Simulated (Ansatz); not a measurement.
```
CELL_PARAMETERS angstrom
4.95770 0.00000 0.00000
0.00000 4.95770 0.00000
0.00000 0.00000 3.38790
ATOMIC_POSITIONS crystal
Pb 0.00000 0.00000 0.00000
Pb 0.50000 0.50000 0.50000
O 0.30720 0.30720 0.00000
O 0.19280 0.80720 0.50000
O 0.69280 0.69280 0.00000
O 0.80720 0.19280 0.50000
```

Space group P4_2/mnm; the calculation finds a residual pressure of about 9 GPa at this fixed cell.

Level of theory: DFT PBE, scalar-relativistic, plane waves, PAW in Ansatz.

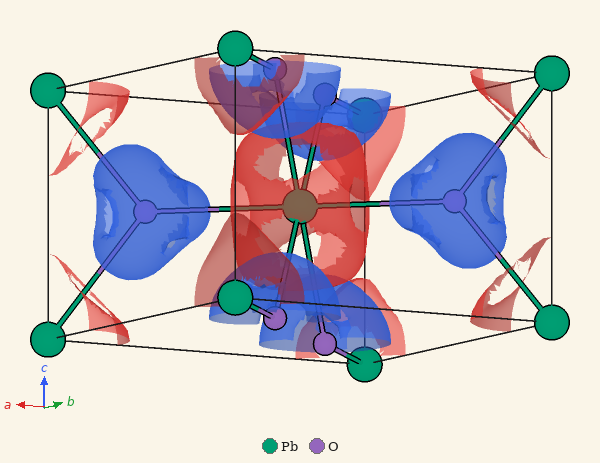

PbO₂. Density of the crystal less the densities of its Pb sublattice and of the rest (O), each computed alone with the atoms in place (the rest with spin, the Pb sublattice without): blue surfaces at +0.08 and red ones at −0.08 e/Å³, in the conventional cell seen at an oblique angle (the regions close to the nuclei are left out). Cores are masked to 0.9 Å (Pb) and 0.6 Å (O).

In a PAW calculation such maps are meaningful between the atoms, not at the nuclei.

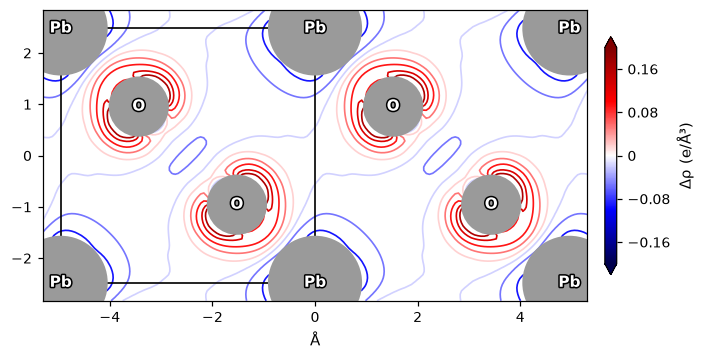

Also shown: a map on the (001) plane of the conventional cell, with grey discs over the atomic cores.

**Which way does charge flow, and where does it go?**

Over the whole cell, outside the masked cores, the largest gain lies at the edge of the masked core of O, and the largest loss lies at the edge of the masked core of Pb. About 1.0 e is rearranged for each Pb atom. By Bader's partition Pb carries +2.10 e, so it gives electrons to the rest.

**What is E(crystal) − E(Pb sublattice) − E(rest) for each Pb atom?**

E(crystal) − E(Pb sublattice) − E(rest) is −8.0 eV for each Pb atom (negative: bound). The references are the frozen sublattices, not the elements, so this isn't a formation energy. A moment in a sublattice run without spin would make it less negative.
